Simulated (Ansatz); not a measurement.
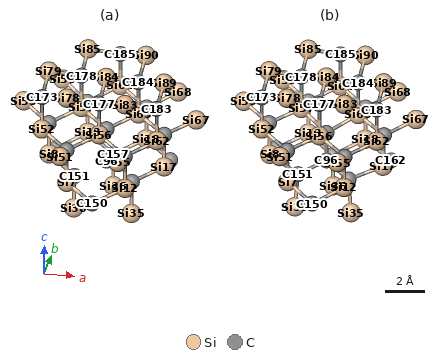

The structure of a defect cell of composition Si95C97 (cell charge −1) before (left) and after (right) a relaxation, at one scale.

A ball-and-stick model of the atoms within 5.0 Å of the atom that moves most (axes of the cell of the calculation (origin shifted)), seen from a free direction.

Computed with DFT, PBEsol, PAW, plane waves (Ansatz 0.2.0). (plane-wave cutoff 420 eV; k-point mesh 1 × 1 × 1; mesh shifted by (0.25, 0.25, 0.25); collinear spin; atoms relaxed in a fixed cell; force threshold 0.03 eV/Å; at most 80 steps)

Q: What changed between the two?

A: Over 4 geometry steps the energy falls by 4.300 eV per cell of the calculation. The largest force component goes from 2.5 to 0.012 eV/Å. The atom that moves furthest is a C atom (0.23 Å along −c). Largest moves by element: C 0.23 Å, Si 0.10 Å. The cell doesn't change. Some distances before and after: C–C 1.905 → 1.664 Å, C–C 1.873 → 1.658 Å, C–Si 1.950 → 1.883 Å, C–Si 1.814 → 1.878 Å. Among the angles between lasting bonds that change: Si–C–Si 109.9° → 103.8°, C–Si–C 108.8° → 114.6°, Si–C–Si 108.6° → 103.8°. The program noted that the starting moments weren't kept. The run took 30 s on 1 × NVIDIA GB300 Max-Q with 8 threads of Arm Neoverse-V2, peak memory 2.6 GiB.

Limits of the set-up: the cell is charged, on a uniform background, and energies carry no finite-size correction.
